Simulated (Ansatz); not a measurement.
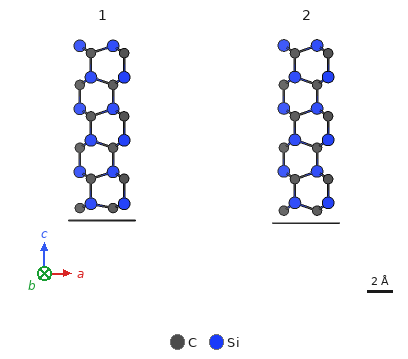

Two geometries of a slab of composition SiC (cut from the P6_3mc phase), drawn at one scale. One is the start of a relaxation, the other its converged end. Style: ball-and-stick. Shown: the 2 × 2 repeat of the cell, outlined in the plane, without the vacuum, along the b axis.

Method: DFT r2SCAN, scalar-relativistic, plane waves, PAW in Ansatz 0.2.0. Settings: plane-wave cutoff 500 eV; k-point mesh 9 × 9 × 1; occupations gaussian; smearing width 0.05 eV; no spin polarisation; dipole correction; atoms relaxed in a fixed cell; force threshold 0.02 eV/Å; at most 60 steps.

### Which geometry has the lower energy?

Structure 1 is the relaxed one. Case: (0 0 1) slab, atoms relaxed. The slab is the (0 0 1) face of SiC. A C atom moves most relative to the layer's centre: 0.21 Å along the normal (+c). Largest moves by element: C 0.21 Å, Si 0.08 Å. The cell stays as it was. Among the contacts that change: C–Si 1.897 → 2.011 Å, C–Si 1.883 → 1.808 Å, C–Si 1.897 → 1.936 Å, C–Si 1.883 → 1.858 Å. Bond angles that change, for instance: C–Si–C 109.5° → 101.0°, Si–C–Si 109.5° → 116.5°, C–Si–C 109.5° → 116.5°. The energy falls by 0.407 eV per cell of the calculation in 5 geometry steps. The largest force component goes from 2.9 to 0.0041 eV/Å. The run may lie on a higher electronic state than the lowest, so the end point isn't shown to be the ground-state structure.
